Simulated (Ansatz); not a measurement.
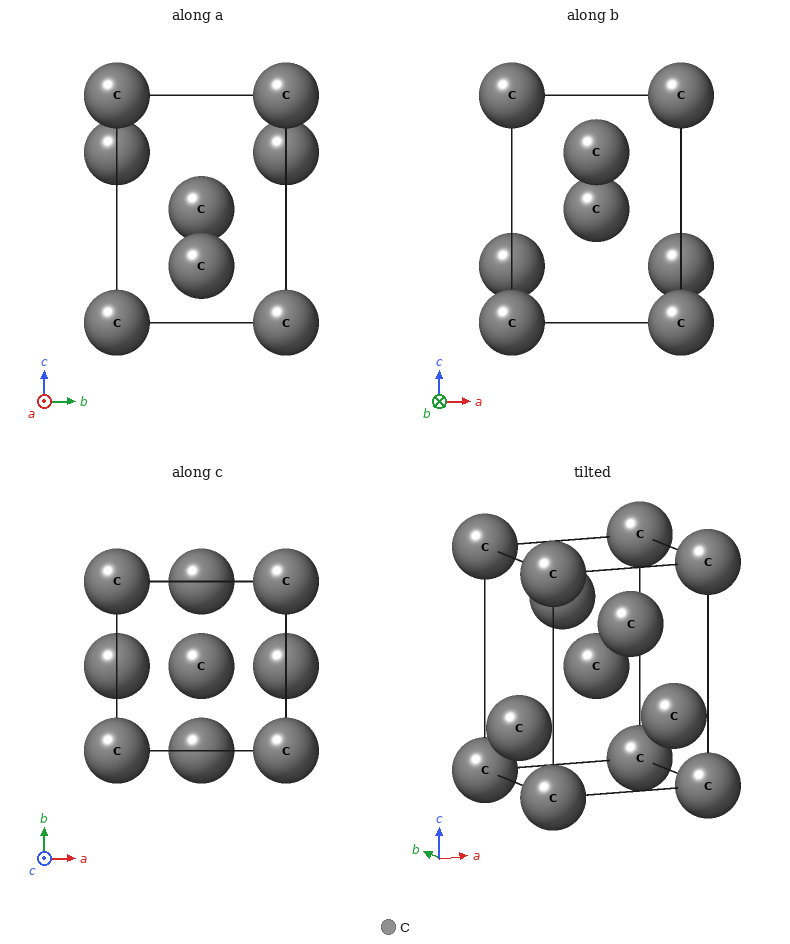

Spheres-only representation of a periodic structure, projected along the a axis, along the b axis, along the c axis and slightly off an axis. The frame is the conventional unit cell; atoms at its boundary are shown with their periodic copies.

Lattice parameters: a = 2.517 Å, b = 2.517 Å, c = 3.382 Å, α = 90.00°, β = 90.00°, γ = 90.00°. Put a along x and b in the xy plane.

**Turn the picture into a POSCAR file.**

```
C
1.0
     2.517    0.000    0.000
     0.000    2.517    0.000
     0.000    0.000    3.382
C
4
Direct
  0.0000 0.0000 0.0000
  0.0000 0.5000 0.2500
  0.5000 0.5000 0.5000
  0.5000 0.0000 0.7500
```

Its origin is a structure type filled with this element by a generator (whether the element takes this form wasn't checked). Earlier steps of the study may have refined or changed the cell and positions. Ansatz was used for an electronic-structure calculation on it.
